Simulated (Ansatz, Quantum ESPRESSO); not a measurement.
# Evanescent states of BP, zinc blende type, lattice constant set to 4.615 Å, part 3 of 3

Aim: how fast states decay in the gap of BP, zinc blende type, lattice constant set to 4.615 Å.

Quantum ESPRESSO 7.5; plane-wave DFT, LDA, GBRV ultrasoft pseudopotentials; cross-check by Ansatz 0.2.0 with PAW datasets.

So far. Step 2 (SCF with pw.x): The run needed 10 iterations to bring the estimated error under 1e-09 Ry.

### Step 4. Complex band structure, with nz1 = 1

Level of this step: complex band structure by pwcond; plane-wave DFT, LDA, GBRV ultrasoft pseudopotentials (Quantum ESPRESSO).

How much does a setting matter? One run is repeated with a change.

Contents of cbs.w.in:

```
&inputcond
  outdir = './out'
  prefixl = 'scf'
  band_file = 'cbs.w'
  ikind = 0
  ewind = 4.0
  epsproj = 1e-05
  nz1 = 1
  energy0 = 4.93
  denergy = -0.17
/
4
  0.00000000 0.00000000 1.00000000
  0.50000000 0.00000000 1.00000000
  0.50000000 0.50000000 1.00000000
  0.25000000 0.00000000 1.00000000
42
```

Launch:

```
OMP_NUM_THREADS=1 mpirun -n 2 pwcond.x -in cbs.w.in > cbs.w.out
```

Numbers of over 12 decimals in the logs are rounded to 6 here.

The program printed:

```text
[banner, memory and clock lines left out]
Program PWCOND v.7.5 starts
[citation notice left out]

[...]
./out/scf.save/

     IMPORTANT: XC functional enforced from input :
     Exchange-correlation= PZ
                           (   1   1   0   0   0   0   0)
     Any further DFT definition will be discarded
     Please, verify this is what you really want

     Reading collected, re-writing distributed wavefunctions

===== INPUT FILE containing the left lead =====

     GEOMETRY:

     lattice parameter (alat)  =       6.1667  a.u.
     the volume                =     331.6513 (a.u.)^3
     the cross section         =      38.0287 (a.u.)^2
     l of the unit cell        =       1.4142 (alat)
     number of atoms/cell      =            4
     number of atomic types    =            2

     crystal axes: (cart. coord. in units of alat)
               a(1) = (  1.0000  0.0000  0.0000 )
               a(2) = (  0.0000  1.0000  0.0000 )
               a(3) = (  0.0000  0.0000  1.4142 )

   Cartesian axes

     site n.     atom                  positions (alat units)
          1        B      tau(  1)=(  0.0000  0.0000  1.4142  )
          2        P      tau(  2)=(  0.5000  0.0000  0.3536  )
          3        B      tau(  3)=(  0.5000  0.5000  0.7071  )
          4        P      tau(  4)=(  0.0000  0.5000  1.0607  )

     nr1s                      =           25
     nr2s                      =           25
     nr3s                      =           36
     nr1sx                     =           25
     nr2sx                     =           25
     nr3sx                     =           36
     nr1                       =           27
     nr2                       =           27
     nr3                       =           40
     nr1x                      =           27
     nr2x                      =           27
     nr3x                      =           40

 _______________________________
  Radii of nonlocal spheres:

     type       ibeta     ang. mom.          radius (alat units)
       B          1         0                    0.2028
       B          2         0                    0.2028
       B          3         1                    0.2028
       B          4         1                    0.2028
       P          1         0                    0.2440
       P          2         0                    0.2440
       P          3         1                    0.2440
       P          4         1                    0.2440
       P          5         2                    0.2440
       P          6         2                    0.2440
----- General information -----

----- Complex band structure calculation -----

     nrx                       =           25
     nry                       =           25
     nz1                       =            1

     energy0               =         4.9E+00
     denergy               =        -1.7E-01
     nenergy               =         42
     ecut2d                =         4.0E+01
     ewind                 =         4.0E+00
     epsproj               =         1.0E-05

     number of k_|| points=    4
                       cryst. coord.
        k(    1) = (   0.0000000   0.0000000), wk =   0.2500000
        k(    2) = (   0.5000000   0.0000000), wk =   0.2500000
        k(    3) = (   0.5000000   0.5000000), wk =   0.2500000
        k(    4) = (   0.2500000   0.0000000), wk =   0.2500000
----- Information about left lead -----

     nocros                   =            8
     noins                    =           44
     norb                     =           60
     norbf                    =           60
     nrz                      =           36

      iorb      type   ibeta   ang. mom.   m       position (alat)
        1        1       1        0        1   taunew(   1)=(  0.0000  0.0000  0.0000)
        2        1       2        0        1   taunew(   2)=(  0.0000  0.0000  0.0000)
[...]
60        1       4        1        3   taunew(  60)=(  0.0000  0.0000  1.4142)
    k slab    z(k)  z(k+1)     crossing(iorb=1,norb)
    1   0.0000 0.0393 0.0393   111111110000000000000000000000000000000000000000000000000000
    2   0.0393 0.0786 0.0393   111111110000000000000000000000000000000000000000000000000000
[...]
36   1.3749 1.4142 0.0393   000000000000000000000000000000000000000000000000000011111111
 ngper, shell number =          121          20
 ngper, n2d =          121         102
---  E-Ef =    4.9300000  k =    0.0000000   0.0000000
---  ie =          1  ik =          1
 Nchannels of the left tip =            3
 Right moving states:
   k1(2pi/a)   k2(2pi/a)   E-Ef (eV)
   0.2645040  -0.0000000   4.9300000
   0.2645040  -0.0000000   4.9300000
  -0.4908341   0.0000000   4.9300000
 Left moving states:
   k1(2pi/a)   k2(2pi/a)   E-Ef (eV)
  -0.2645034   0.0000000   4.9300000
  -0.2645034   0.0000000   4.9300000
   0.4908346  -0.0000000   4.9300000

---  E-Ef =    4.7600000  k =    0.0000000   0.0000000
---  ie =          2  ik =          1
 Nchannels of the left tip =            3
 Right moving states:
   k1(2pi/a)   k2(2pi/a)   E-Ef (eV)
   0.2466336  -0.0000000   4.7600000
   0.2466336  -0.0000000   4.7600000
   0.4931488   0.0000000   4.7600000
 Left moving states:
   k1(2pi/a)   k2(2pi/a)   E-Ef (eV)
  -0.2466329   0.0000000   4.7600000
  -0.2466329   0.0000000   4.7600000
  -0.4931483  -0.0000000   4.7600000
[... further energies and points left out ...]
---  E-Ef =   -1.8700000  k =    0.2500000   0.0000000
---  ie =         41  ik =          4
 Nchannels of the left tip =            3
 Right moving states:
   k1(2pi/a)   k2(2pi/a)   E-Ef (eV)
   0.0750581  -0.0000000  -1.8700000
  -0.4244813   0.0000000  -1.8700000
  -0.4548335  -0.0000000  -1.8700000
 Left moving states:
   k1(2pi/a)   k2(2pi/a)   E-Ef (eV)
  -0.0750576   0.0000000  -1.8700000
   0.4244833   0.0000000  -1.8700000
   0.4548329  -0.0000000  -1.8700000

---  E-Ef =   -2.0400000  k =    0.2500000   0.0000000
---  ie =         42  ik =          4
 Nchannels of the left tip =            3
 Right moving states:
   k1(2pi/a)   k2(2pi/a)   E-Ef (eV)
   0.0461480  -0.0000000  -2.0400000
  -0.4624361   0.0000000  -2.0400000
  -0.4761526  -0.0000000  -2.0400000
 Left moving states:
   k1(2pi/a)   k2(2pi/a)   E-Ef (eV)
  -0.0461476   0.0000000  -2.0400000
   0.4624381   0.0000000  -2.0400000
   0.4761520  -0.0000000  -2.0400000

[...]
```

Wall time 58 s (2 MPI ranks of AMD EPYC 7B13 (Zen 3), shared host); peak memory 0.13 GiB.

The changed values were drawn from a wide range, not chosen for quality; the comparison shows what they did here together.

Beside the run it was changed from:

| quantity | this run | unchanged run | difference |
| --- | --- | --- | --- |
| peak of the smallest κ at the zone centre (Å⁻¹) | 0.212 | 0.212 | 0 |
| peak of the smallest κ at (1/2, 0) (Å⁻¹) | 0.291 | 0.291 | 0 |
| wall time (s) | 58 | 69 |  |

The physical values in this table stay within 0.05 %.

### Step 5. The same in Ansatz

A second code with its own PAW datasets, on the same atoms.

Level of this step: plane-wave DFT, LDA, Ansatz PAW (Ansatz 0.2.0).

Contents of input.yaml:

```yaml
crystal:
  lattice:
    - [3.2632977952, 0.0, 0.0]
    - [0.0, 3.2632977952, 0.0]
    - [0.0, 0.0, 4.615]
  atoms:
    - { symbol: B, position: [0.0, 0.0, 0.0] }
    - { symbol: P, position: [0.5, 0.0, 0.25] }
    - { symbol: B, position: [0.5, 0.5, 0.5] }
    - { symbol: P, position: [0.0, 0.5, 0.75] }
kpoints:
  mp_grid: { grid: [8, 8, 6] }
hamiltonian:
  xc: lda
scf:
  occupations: { method: fixed }
  convergence: { dr2_threshold: 1.0e-09 }
output:
  transmission:
    leads: [[0, 0]]
    kpoints: [[0, 0], [0.5, 0], [0.5, 0.5], [0.25, 0]]
    e_range: [-2.04, 4.93]
    de: 0.17
```

Launch:

```
ansatz run input.yaml --threads 2 --pin off --max-ram 4096MiB --backend cpu --events-out ev --progress --plain --runs-dir out
```

The program printed:

```text
Engine: ansatz 0.2.0, x86_64-unknown-linux-gnu
Pseudopotentials: kind: paw
Pseudopotential: B, paw, valence charge 3, recommended cutoff 420 eV (normal), B.paw.azcp
Pseudopotential: P, paw, valence charge 5, recommended cutoff 420 eV (normal), P.paw.azcp
Functional definition: SPW92
  exchange = slater_x
  correlation = pw_c
Crystal: 4 atoms, lattice volume = 49.146 Å³
Basis set: ecut = 420 eV, 999 PW (Γ)
Bands: 12, of which v1, the nominal top of the filled ones, is band 8 counted from 1 (7 counted from 0)
Symmetry: 16 space group operations
Space group: F-43m (ITA 216), of the structure as read, at distance tolerance 3.7e-5 Å
k-points: 60 of 384 (time reversal used)
Non-local potential: B, projectors of the file, l = 0: 2, l = 1: 2, l = 2: 1
Non-local potential: P, projectors of the file, l = 0: 2, l = 1: 2, l = 2: 2
PAW form: soft (Blöchl's): semilocal exchange-correlation on the pseudo side does not see the compensation charge
PAW frozen core: B, regenerated for the run's functional, and the local potential with it (the file was generated under x = pbe(κ = 0.804, μ = 0.219515), c = pbe(β = 0.066725))
PAW frozen core: P, regenerated for the run's functional, and the local potential with it (the file was generated under x = pbe(κ = 0.804, μ = 0.219515), c = pbe(β = 0.066725))
PAW one-centre angular grid: B, 110 points (default); XC on 64 Gauss nodes
PAW one-centre angular grid: P, 110 points (default); XC on 64 Gauss nodes
Initial density: superposition of atomic densities (neutral atoms: chi_scale 0, normalization atom), corrected by the library's trained network
Initial wavefunctions: pseudopotential atomic-orbital guess
Functional: x = slater, c = lda
SCF iter   1: F=—  HF=-1753.117571 eV  |F-HF|=—  |Δ(HF+E_count)|=         —  Δρ=5.03e-3  dr2=1.03e-2  ethr=1.77e-3  ⟨swp⟩=5.1  Hψ=4241  notcnv=0  defer=114
preconditioner: auto → none  [insulator: Δε(μ)=1.237 eV  Ē_g=10.446 eV  n_scr=6 (ndim 8)  ℏωp=21.2 eV  f_vac=0.000  ε∞_Penn≈5.1]
SCF iter   2: F=—  HF=-1753.115674 eV  |F-HF|=—  |Δ(HF+E_count)|=   1.90e-3  Δρ=2.20e-3  dr2=1.49e-3  ethr=6.43e-5  ⟨swp⟩=2.9  Hψ=1751  notcnv=0  defer=120
SCF iter   3: F=—  HF=-1753.115349 eV  |F-HF|=—  |Δ(HF+E_count)|=   3.24e-4  Δρ=9.75e-4  dr2=2.43e-4  ethr=9.32e-6  ⟨swp⟩=2.8  Hψ=1257  notcnv=0  defer=120
SCF iter   4: F=—  HF=-1753.115311 eV  |F-HF|=—  |Δ(HF+E_count)|=   3.79e-5  Δρ=2.79e-4  dr2=2.23e-5  ethr=1.52e-6  ⟨swp⟩=1.0  Hψ=720  notcnv=0  defer=101
SCF iter   5: F=—  HF=-1753.115307 eV  |F-HF|=—  |Δ(HF+E_count)|=   3.85e-6  Δρ=3.40e-5  dr2=3.94e-7  ethr=1.39e-7  ⟨swp⟩=2.0  Hψ=1172  notcnv=0  defer=91
SCF iter   6: F=—  HF=-1753.115308 eV  |F-HF|=—  |Δ(HF+E_count)|=   5.86e-7  Δρ=2.89e-6  dr2=2.02e-9  ethr=2.46e-9  ⟨swp⟩=2.7  Hψ=1222  notcnv=0  defer=95
SCF iter   7: F=-1753.115308 eV  HF=-1753.115308 eV  |F-HF|=9.09e-13  |Δ(HF+E_count)|=  1.69e-10  Δρ=1.50e-7  dr2=7.60e-12  ethr=6.25e-12  ⟨swp⟩=6.1  Hψ=3563  notcnv=0
SCF 1 converged in 7 iterations: F = -1753.115308 eV  dr2 = 7.60e-12
  greatest PAW one-centre occupation: 0.768 electrons in one spin orbital (limit 2), on the P atom at site 3 (counted from 0), in its partial waves of l = 0
transmission: 6 of 24 steps passed
transmission: 12 of 24 steps passed
transmission: 18 of 24 steps passed
transmission: 24 of 24 steps passed
SCF converged after 7 iterations
Free energy (F): -1753.115308 eV
Harris-Foulkes:  -1753.115308 eV  (|F-HF|=9.09e-13)
Internal energy: -1753.115308 eV  (E = F + TS)
E sigma→0 (E₀):  -1753.115308 eV
Fermi energy:    8.382533 eV
--- Per-component energies (eV) ---
  E_band       = 33.785553
  E_kinetic    = 239.139346
  E_local      = -147.310969  (includes V_loc(G=0)·N_el)
  E_nonlocal   = 93.118086
  E_hartree    = 35.199999
  E_xc         = -187.104379
  E_vxc        = -198.928156  (∫ρ·V_xc dr)
  E_paw        = -1225.027420  (= ΣΔE_a)
  E_vpaw       = -22.632766  (= ΣTr[D̂ρ^β])
  E_aug_tail   = -0.000001  (compensation charges beyond the density's cutoff)
  E_ewald      = -561.456342
  E_core_change = 0.326372  (= ΣΔE_core)
  E_smearing   = -0.000000  (= −TS)
  E_closure    = -0.000000  (closes the sum)
  Σ components = -1753.115308   (vs F -1753.115308, Δ=0.00e0)
--- Band table (eV; the first three rows and the last of 60) ---
  k-point 0: bands = [... 4 lower, 4.4575, 8.3824, 8.3825, 8.3825, 9.7719, 9.9704, 11.6860, 11.6861]
  k-point 1: bands = [... 4 lower, 4.6086, 7.7876, 7.7876, 7.8146, 9.6273, 10.5279, 11.3772, 12.4534]
  k-point 2: bands = [... 4 lower, 5.0565, 6.4561, 6.7396, 6.7396, 9.7525, 10.7561, 11.6335, 14.0052]
  k-point 59: bands = [... 4 lower, 2.9766, 2.9766, 3.1772, 3.1772, 13.6192, 13.6192, 14.9195, 14.9195]
--- Transmission ---
  basis      : 97 plane waves across, 6 finite elements along
  points     : 4, as listed
  energies   : 42 from -2.040000 to 4.930000 eV about the Fermi level, 0.170000 eV apart; the leads are filled to 0.622397 eV, and channels, transmission and decay are at 0.680000 eV
  crystal 0  : P2B2, at the sites [0, 0], period 4.6150 Å: whole cells are its period
    offset         : up to 0.0000 Å between an atom of the period and one for which it stands
    channels       : 0.000000e0 a spin
    conductance    : none, the energies end too early or step too widely for 300 K: set another output.transmission.e_range or a lower de, or, where they end at an eighth of basis.ecutwfc, a higher one
    slowest decay  : 0.1877 /Å at (0.0000, 0.0000)
```

Wall time 8 s (2 threads); peak memory 0.4 GiB.

This step gave:

```
free energy                                      : -1753.1153 eV
gap by band count                                : 1.245 eV
symmetry operations                              : 16
slowest decay at the grid energy nearest mid-gap : 0.1877 Å⁻¹
peak of the smallest κ at the zone centre        : 0.2118 Å⁻¹
peak of the smallest κ at (1/2, 0)               : 0.2914 Å⁻¹
peak of the smallest κ at (1/4, 0)               : 0.2904 Å⁻¹
valence top, on the run's zero                   : 8.383 eV
```

K across = (0, 0) in the cell's reciprocal vectors; values within 0.0025 1/Å of each other count once, columns are sorted by size at each energy, a dash where no further value was kept. Table of Im kz of the slowest decaying states by energy, zero at the highest filled level of the SCF mesh:

| energy (eV) | decay 1 (Å⁻¹) | decay 2 (Å⁻¹) | decay 3 (Å⁻¹) |
| --- | --- | --- | --- |
| -2.04 | 0.972 | - | - |
| -1.53 | 0.894 | - | - |
| -1.02 | 0.809 | - | - |
| -0.51 | 0.714 | - | - |
| 0.00 | 0.00281 | 0.603 | - |
| 0.17 | 0.105 | 0.118 | 0.561 |
| 0.68 | 0.188 | 0.227 | 0.410 |
| 1.19 | 0.128 | 0.219 | 0.289 |
| 1.70 | 0.224 | 0.332 | - |
| 2.21 | 0.208 | 0.362 | - |
| 2.72 | 0.166 | 0.386 | - |
| 3.40 | 0.115 | 0.411 | - |
| 3.91 | 0.251 | 0.433 | 1.48 |
| 4.42 | 0.288 | 0.457 | 1.44 |
| 4.93 | 0.288 | 0.478 | 1.40 |

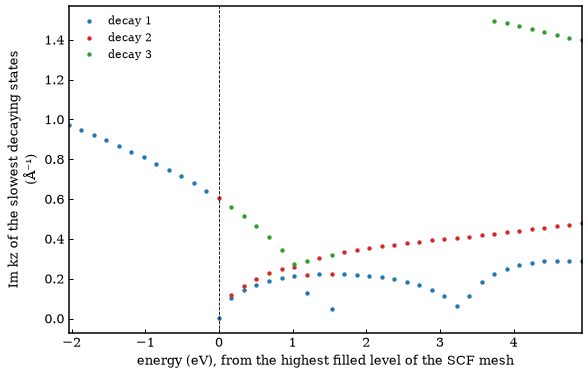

Im kz of the slowest decaying states against energy.

K across = (0, 0) in the cell's reciprocal vectors. Table of Re kz of states that move upwards by energy, zero at the highest filled level of the SCF mesh:

| energy (eV) | channel 1 (Å⁻¹) | channel 2 (Å⁻¹) | channel 3 (Å⁻¹) |
| --- | --- | --- | --- |
| -2.04 | -0.543 | -0.543 | -0.470 |
| -1.53 | -0.429 | -0.429 | -0.395 |
| -1.02 | -0.321 | -0.321 | -0.313 |
| -0.51 | -0.214 | -0.207 | -0.207 |
| 0.00 | - | - | - |
| 0.17 | - | - | - |
| 0.68 | - | - | - |
| 1.19 | - | - | - |
| 1.70 | 0.0820 | 0.647 | - |
| 2.21 | -0.512 | 0.244 | - |
| 2.72 | -0.332 | 0.357 | - |
| 3.40 | 0.0745 | 0.0745 | 0.478 |
| 3.91 | 0.198 | 0.198 | 0.556 |
| 4.42 | 0.284 | 0.284 | 0.628 |
| 4.93 | -0.667 | 0.359 | 0.359 |

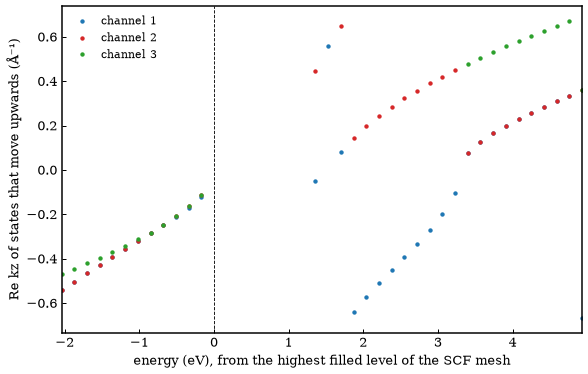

Re kz of states that move upwards, plotted against energy.

K across = (1/2, 0) in the cell's reciprocal vectors; values within 0.0025 1/Å of each other count once, columns are sorted by size at each energy, a dash where no further value was kept. The Im kz of the slowest decaying states by energy, zero at the highest filled level of the SCF mesh:

| energy (eV) | decay 1 (Å⁻¹) | decay 2 (Å⁻¹) | decay 3 (Å⁻¹) |
| --- | --- | --- | --- |
| -2.040 | 0.428 | 1.35 | - |
| -1.530 | 0.0975 | 0.354 | 1.29 |
| -1.020 | 0.191 | 0.562 | 1.23 |
| -0.510 | 0.240 | 0.626 | 1.17 |
| 0.000 | 0.269 | 0.649 | 1.10 |
| 0.510 | 0.286 | 0.651 | 1.03 |
| 1.020 | 0.291 | 0.638 | 0.952 |
| 1.530 | 0.286 | 0.614 | 0.869 |
| 2.040 | 0.269 | 0.579 | 0.775 |
| 2.550 | 0.236 | 0.534 | 0.666 |
| 3.060 | 0.174 | 0.476 | 0.527 |
| 3.570 | 0.289 | 0.402 | - |
| 4.080 | 0.165 | 0.297 | - |
| 4.420 | 0.179 | 0.188 | - |

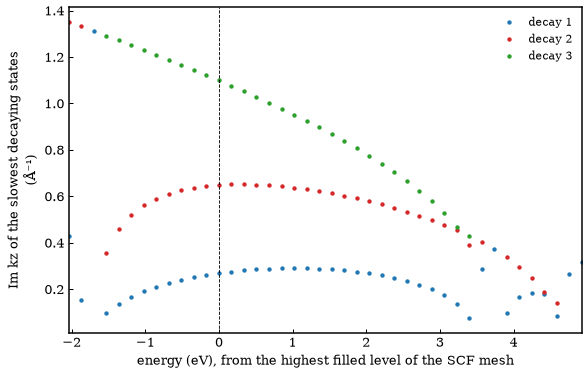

Im kz of the slowest decaying states against energy.

K across = (1/2, 1/2) in the cell's reciprocal vectors; values within 0.0025 1/Å of each other count once, columns are sorted by size at each energy, a dash where no further value was kept. Table of Im kz of the slowest decaying states by energy, zero at the highest filled level of the SCF mesh:

| energy (eV) | decay 1 (Å⁻¹) | decay 2 (Å⁻¹) |
| --- | --- | --- |
| -2.04 | 0.320 | - |
| -1.70 | 0.324 | - |
| -1.19 | 0.321 | - |
| -0.85 | 0.313 | - |
| -0.34 | 0.291 | 0.294 |
| 0.00 | 0.270 | 0.276 |
| 0.34 | 0.242 | 0.251 |
| 0.85 | 0.181 | 0.201 |
| 1.19 | 0.113 | 0.151 |
| 1.70 | - | - |
| 2.04 | - | - |
| 2.55 | - | - |
| 2.89 | - | - |
| 3.23 | - | - |
| 3.74 | - | - |
| 4.08 | - | - |
| 4.59 | - | - |
| 4.93 | - | - |

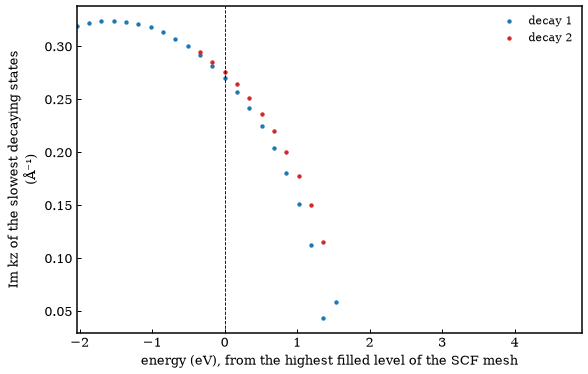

Im kz of the slowest decaying states, plotted against energy.

K across = (1/4, 0) in the cell's reciprocal vectors; values within 0.0025 1/Å of each other count once, columns are sorted by size at each energy, a dash where no further value was kept. Table of Im kz of the slowest decaying states by energy, zero at the highest filled level of the SCF mesh:

| energy (eV) | decay 1 (Å⁻¹) | decay 2 (Å⁻¹) | decay 3 (Å⁻¹) |
| --- | --- | --- | --- |
| -2.04 | 1.08 | 1.43 | - |
| -1.70 | 1.04 | 1.40 | - |
| -1.19 | 0.967 | 1.35 | 1.49 |
| -0.85 | 0.116 | 0.917 | 1.31 |
| -0.34 | 0.113 | 0.204 | 0.836 |
| 0.00 | 0.237 | 0.777 | 1.22 |
| 0.34 | 0.261 | 0.304 | 0.714 |
| 0.85 | 0.282 | 0.363 | 0.606 |
| 1.19 | 0.289 | 0.387 | 0.521 |
| 1.70 | 0.289 | 0.354 | 0.405 |
| 2.04 | 0.156 | 0.282 | 0.406 |
| 2.55 | 0.260 | 0.391 | 0.904 |
| 2.89 | 0.234 | 0.367 | 0.860 |
| 3.23 | 0.195 | 0.326 | 0.818 |
| 3.74 | 0.212 | 0.760 | 0.784 |
| 4.08 | 0.109 | 0.712 | 0.726 |
| 4.59 | 0.148 | 0.591 | 0.680 |
| 4.93 | 0.151 | 0.497 | 0.653 |

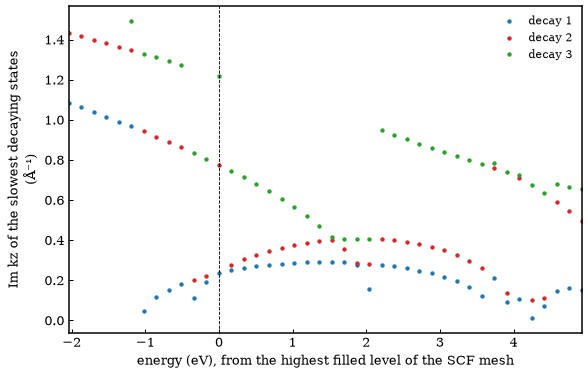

Im kz of the slowest decaying states, plotted against energy.

### Step 6. The arithmetic

T falls as exp(−2κd). With κ = 0.181 1/Å, 10 Å of barrier pass exp(−2 × 0.181 × 10) = 0.027 of that channel, interfaces aside.

### Step 7. Summary of results

```json
{"gap on the SCF mesh": "1.24 eV", "smallest κ at mid-gap among the four k points, at the zone centre": "0.181 Å⁻¹", "peak of the smallest κ in the stop band at the zone centre": "0.212 Å⁻¹", "peak of the smallest κ in the stop band at (1/2, 0)": "0.291 Å⁻¹", "peak of the smallest κ in the stop band at (1/4, 0)": "0.291 Å⁻¹", "energy of the peak at the zone centre, over the highest filled level": "1.02 eV", "peak at the zone centre by Ansatz": "0.212 Å⁻¹"}
```

**Reading.** With a gap of 1.24 eV on the mesh, the smallest κ at mid-gap among the four k points, at the zone centre is 0.181 Å⁻¹ (LDA, GBRV ultrasoft). For a barrier with the Fermi level at mid-gap the slowest state found, at the zone centre, loses a factor of ten in probability every 6.3 Å or so. Stop bands away from the zone centre are mostly wider than the gap, so their peaks can lie above the conduction bottom. At the zone centre pwcond's peak is 0.212 and Ansatz's 0.212 1/Å, 0 % apart. The cell is the a/√2 one, turned by 45°, with two primitive cells, so X along [001] folds onto kz = 0. A semilocal gap is too small, often by a third to a half and by more in narrow-gap crystals, so real barriers decay faster.

[Logs are printed without paths, hosts, clocks, repeated set-up lines and the standing remarks that a program may print on its own settings, such as how far it seeks lower states.]

[Hosts, paths, dates, database ids (printed as entryN), source tags and the programs' standing remarks are cut or masked in the printed files.]

[Maps of the electrostatic potential energy from Ansatz leave out the sawtooth potential of an applied field or a dipole correction, so their vacuum need not be flat; planar profiles and work functions include it.]
